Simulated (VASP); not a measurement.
Run report: ZrS, single-point calculation (part 2 of 2)

ZrS (2 atoms in the cell); Kohn-Sham DFT of a periodic cell, BLYP with D4, VASP PAW PBE potentials, recommended, spin-polarised (VASP 6.6.1); cutoff 520 eV, 9×9×9 k-mesh, Gaussian smearing of 0.05 eV, collinear spins. The structure derives from an entry of the Crystallography Open Database.

Geometry of the input (Å; fractional positions):
```
0.0000  2.6250  2.6250
2.6250  0.0000  2.6250
2.6250  2.6250  0.0000
Zr 0.0000  0.0000  0.0000
S  0.5000  0.5000  0.5000
```

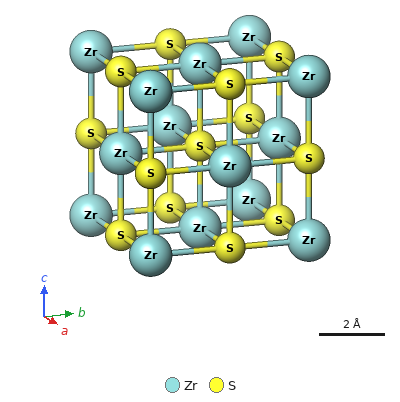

Fig. 1: The structure (ball-and-stick view of the cell 4 times as large as that of the calculation, set on its symmetry axes, seen slightly off an axis).

Parts of OUTCAR, continued:
```
 k-point     1 :       0.0000    0.0000    0.0000
  band No.  band energies     occupation
      1     -38.7461      1.00000
      2     -16.8021      1.00000
      3     -16.8021      1.00000
      4     -16.8021      1.00000
      5      -4.6247      1.00000
      6       7.6173      1.00000
      7       7.6173      1.00000
      8       7.6173      1.00000
      9       9.9036      1.00000
     10       9.9036      1.00000
     11       9.9036      1.00000
     12      10.5597      1.00000
     13      10.5597      1.00000
     14      13.3239      0.00000
     15      18.8917      0.00000
     16      23.4725      0.00000
     17      23.4725      0.00000
     18      23.4725      0.00000
     19      27.8691      0.00000
     20      27.8937      0.00000

 k-point     2 :       0.1111    0.0000    0.0000
  band No.  band energies     occupation
      1     -38.7431      1.00000
      2     -16.8430      1.00000
      3     -16.8056      1.00000
      4     -16.8056      1.00000
      5      -4.4758      1.00000
      6       6.8192      1.00000
      7       7.0930      1.00000
      8       7.0930      1.00000
      9      10.1556      1.00000
     10      10.1556      1.00000
     11      10.2037      1.00000
     12      11.3068      0.00453
     13      11.3068      0.00453
     14      13.9806      0.00000
     15      19.3326      0.00000
     16      22.6026      0.00000
     17      22.8788      0.00000
     18      22.8788      0.00000
     19      26.1543      0.00000
     20      26.1568      0.00000

 k-point     3 :       0.2222    0.0000    0.0000
  band No.  band energies     occupation
      1     -38.7355      1.00000
      2     -16.9446      1.00000
      3     -16.8144      1.00000
      4     -16.8144      1.00000
      5      -4.0775      1.00000
      6       5.4130      1.00000
      7       6.2593      1.00000
      8       6.2593      1.00000
      9      10.6761      1.00000
     10      10.7744      1.00000
     11      10.7744      1.00000
     12      12.8896      0.00000
     13      12.8896      0.00000
     14      15.2860      0.00000
     15      19.5262      0.00000
     16      21.2387      0.00000
     17      21.2387      0.00000
     18      22.3636      0.00000
     19      24.7441      0.00000
     20      24.7442      0.00000

 k-point     4 :       0.3333    0.0000    0.0000
  band No.  band energies     occupation
      1     -38.7269      1.00000
      2     -17.0568      1.00000
      3     -16.8245      1.00000
      4     -16.8245      1.00000
      5      -3.5733      1.00000
      6       4.1619      1.00000
      7       5.6170      1.00000
      8       5.6170      1.00000
      9      11.3817      0.00000
     10      11.6590      0.00000
     11      11.6590      0.00000
     12      14.6813      0.00000
     13      14.6813      0.00000
     14      15.4007      0.00000
     15      19.2667      0.00000
     16      19.2667      0.00000
     17      19.6760      0.00000
     18      23.3403      0.00000
     19      23.3403      0.00000
     20      24.3670      0.00000

 k-point     5 :       0.4444    0.0000    0.0000
  band No.  band energies     occupation
      1     -38.7212      1.00000
      2     -17.1282      1.00000
      3     -16.8310      1.00000
      4     -16.8310      1.00000
      5      -3.1994      1.00000
      6       3.4109      1.00000
      7       5.2804      1.00000
      8       5.2804      1.00000
      9      12.4548      0.00000
     10      12.4697      0.00000
     11      12.4697      0.00000
     12      14.0064      0.00000
     13      16.2584      0.00000
     14      16.2584      0.00000
     15      17.6448      0.00000
     16      17.6448      0.00000
     17      21.1540      0.00000
     18      22.1327      0.00000
     19      22.1327      0.00000
     20      26.4186      0.00000

 [... the levels of 18 k-points are left out ...]

 k-point    24 :       0.4444    0.4444    0.0000
  band No.  band energies     occupation
      1     -38.7134      1.00000
      2     -17.0582      1.00000
      3     -16.9037      1.00000
      4     -16.9037      1.00000
      5      -3.8237      1.00000
      6       4.9364      1.00000
      7       6.7212      1.00000
      8       6.7212      1.00000
      9       7.9758      1.00000
     10      11.6637      0.00000
     11      13.4601      0.00000
     12      13.4601      0.00000
     13      14.3534      0.00000
     14      14.4444      0.00000
     15      19.9320      0.00000
     16      22.0796      0.00000
     17      22.0796      0.00000
     18      22.2970      0.00000
     19      25.2739      0.00000
     20      25.2740      0.00000

 [... further k-points ...]

 spin component 2

 k-point     1 :       0.0000    0.0000    0.0000
  band No.  band energies     occupation
      1     -38.7461      1.00000
      2     -16.8020      1.00000
      3     -16.8020      1.00000
      4     -16.8020      1.00000
      5      -4.6247      1.00000
      6       7.6173      1.00000
      7       7.6173      1.00000
      8       7.6173      1.00000
      9       9.9036      1.00000
     10       9.9036      1.00000
     11       9.9036      1.00000
     12      10.5597      1.00000
     13      10.5597      1.00000
     14      13.3239      0.00000
     15      18.8917      0.00000
     16      23.4724      0.00000
     17      23.4724      0.00000
     18      23.4724      0.00000
     19      27.8632      0.00000
     20      27.9223      0.00000

 k-point     2 :       0.1111    0.0000    0.0000
  band No.  band energies     occupation
      1     -38.7431      1.00000
      2     -16.8430      1.00000
      3     -16.8056      1.00000
      4     -16.8056      1.00000
      5      -4.4758      1.00000
      6       6.8192      1.00000
      7       7.0930      1.00000
      8       7.0930      1.00000
      9      10.1556      1.00000
     10      10.1556      1.00000
     11      10.2037      1.00000
     12      11.3068      0.00453
     13      11.3068      0.00453
     14      13.9805      0.00000
     15      19.3326      0.00000
     16      22.6026      0.00000
     17      22.8788      0.00000
     18      22.8788      0.00000
     19      26.1543      0.00000
     20      26.1544      0.00000

 k-point     3 :       0.2222    0.0000    0.0000
  band No.  band energies     occupation
      1     -38.7356      1.00000
      2     -16.9446      1.00000
      3     -16.8144      1.00000
      4     -16.8144      1.00000
      5      -4.0775      1.00000
      6       5.4130      1.00000
      7       6.2593      1.00000
      8       6.2593      1.00000
      9      10.6760      1.00000
     10      10.7743      1.00000
     11      10.7743      1.00000
     12      12.8896      0.00000
     13      12.8896      0.00000
     14      15.2859      0.00000
     15      19.5262      0.00000
     16      21.2387      0.00000
     17      21.2387      0.00000
     18      22.3642      0.00000
     19      24.7442      0.00000
     20      24.7442      0.00000

 k-point     4 :       0.3333    0.0000    0.0000
  band No.  band energies     occupation
      1     -38.7269      1.00000
      2     -17.0568      1.00000
      3     -16.8245      1.00000
      4     -16.8245      1.00000
      5      -3.5733      1.00000
      6       4.1619      1.00000
      7       5.6170      1.00000
      8       5.6170      1.00000
      9      11.3817      0.00000
     10      11.6590      0.00000
     11      11.6590      0.00000
     12      14.6813      0.00000
     13      14.6813      0.00000
     14      15.4007      0.00000
     15      19.2667      0.00000
     16      19.2667      0.00000
     17      19.6759      0.00000
     18      23.3404      0.00000
     19      23.3404      0.00000
     20      24.3704      0.00000

 k-point     5 :       0.4444    0.0000    0.0000
  band No.  band energies     occupation
      1     -38.7212      1.00000
      2     -17.1282      1.00000
      3     -16.8310      1.00000
      4     -16.8310      1.00000
      5      -3.1993      1.00000
      6       3.4109      1.00000
      7       5.2804      1.00000
      8       5.2804      1.00000
      9      12.4548      0.00000
     10      12.4697      0.00000
     11      12.4697      0.00000
     12      14.0064      0.00000
     13      16.2584      0.00000
     14      16.2584      0.00000
     15      17.6448      0.00000
     16      17.6448      0.00000
     17      21.1539      0.00000
     18      22.1327      0.00000
     19      22.1327      0.00000
     20      26.5064      0.00000

 [... the levels of 18 k-points are left out ...]

 k-point    24 :       0.4444    0.4444    0.0000
  band No.  band energies     occupation
      1     -38.7135      1.00000
      2     -17.0582      1.00000
      3     -16.9036      1.00000
      4     -16.9036      1.00000
      5      -3.8237      1.00000
      6       4.9364      1.00000
      7       6.7213      1.00000
      8       6.7213      1.00000
      9       7.9758      1.00000
     10      11.6637      0.00000
     11      13.4600      0.00000
     12      13.4600      0.00000
     13      14.3534      0.00000
     14      14.4443      0.00000
     15      19.9320      0.00000
     16      22.0796      0.00000
     17      22.0796      0.00000
     18      22.2970      0.00000
     19      25.2739      0.00000
     20      25.2743      0.00000

 [... further k-points ...]

------------------------ aborting loop because EDIFF is reached ----------------------------------------

  DFT-D4 for vdW energy calculation

  Edisp (eV):   -1.23350

  FORCE on cell =-STRESS in cart. coord.  units (eV):
  Direction    XX          YY          ZZ          XY          YZ          ZX
  --------------------------------------------------------------------------------------
  -------------------------------------------------------------------------------------
  Total      -0.10883    -0.10883    -0.10883     0.00000     0.00000    -0.00000
  in kB      -4.82008    -4.82008    -4.82008     0.00000     0.00000    -0.00000
  external pressure =       -4.82 kB  Pullay stress =        0.00 kB

 VOLUME and BASIS-vectors are now :
 -----------------------------------------------------------------------------
  energy-cutoff  :      520.00
  volume of cell :       36.18
      direct lattice vectors                 reciprocal lattice vectors
     0.000000000  2.625000000  2.625000000    -0.190476190  0.190476190  0.190476190
     2.625000000  0.000000000  2.625000000     0.190476190 -0.190476190  0.190476190
     2.625000000  2.625000000  0.000000000     0.190476190  0.190476190 -0.190476190

 POSITION                                       TOTAL-FORCE (eV/Angst)
 -----------------------------------------------------------------------------------
      0.00000      0.00000      0.00000         0.000000     -0.000000     -0.000000
      2.62500      2.62500      2.62500        -0.000000      0.000000      0.000000
 -----------------------------------------------------------------------------------
    total drift:                                0.000000      0.000000      0.000000

  FREE ENERGIE OF THE ION-ELECTRON SYSTEM (eV)
  ---------------------------------------------------
  free  energy   TOTEN  =       -14.8319664095 eV

  energy  without entropy=      -14.8297351194  energy(sigma->0) =      -14.83085076

 total charge

# of ion       s       p       d       tot
------------------------------------------
    1        2.122   5.961   1.753   9.836
    2        1.322   2.499   0.000   3.821
--------------------------------------------------
tot          3.444   8.461   1.753  13.657

 magnetization (x)

# of ion       s       p       d       tot
------------------------------------------
    1        0.000   0.000  -0.000   0.000
    2       -0.000  -0.000   0.000  -0.000
--------------------------------------------------
tot          0.000   0.000  -0.000   0.000
```

CONTCAR:
```
ZrS
   1.00000000000000
     0.0000000000000000    2.6250000000000000    2.6250000000000000
     2.6250000000000000    0.0000000000000000    2.6250000000000000
     2.6250000000000000    2.6250000000000000    0.0000000000000000
  Zr              S
     1     1
Direct
     0.0000000000000000    0.0000000000000000    0.0000000000000000
     0.5000000000000000    0.5000000000000000    0.5000000000000000

  0.00000000E+00  0.00000000E+00  0.00000000E+00
  0.00000000E+00  0.00000000E+00  0.00000000E+00
```

Results in brief:

```json
{"quantity": "outcome", "value": "converged"}
{"quantity": "space group (tolerance 0.01 Å)", "value": "Fm-3m (225)"}
{"quantity": "electrons treated", "value": "18"}
{"quantity": "free energy", "value": "−14.8320 eV"}
{"quantity": "dispersion energy", "value": "−1.2335 eV"}
{"quantity": "Fermi energy", "value": "11.215 eV"}
{"quantity": "gap on the k-point mesh", "value": "none (metallic)"}
{"quantity": "net moment of the cell", "value": "0.00 μB"}
{"quantity": "pressure", "value": "−0.48 GPa"}
{"quantity": "largest force (length of the vector)", "value": "under 0.001 eV/Å"}
{"quantity": "hardware", "value": "1 thread of Intel Xeon (Granite Rapids), 64 GiB of memory available, shared host"}
{"quantity": "wall time", "value": "33 s"}
{"quantity": "peak memory", "value": "0.19 GiB"}
```
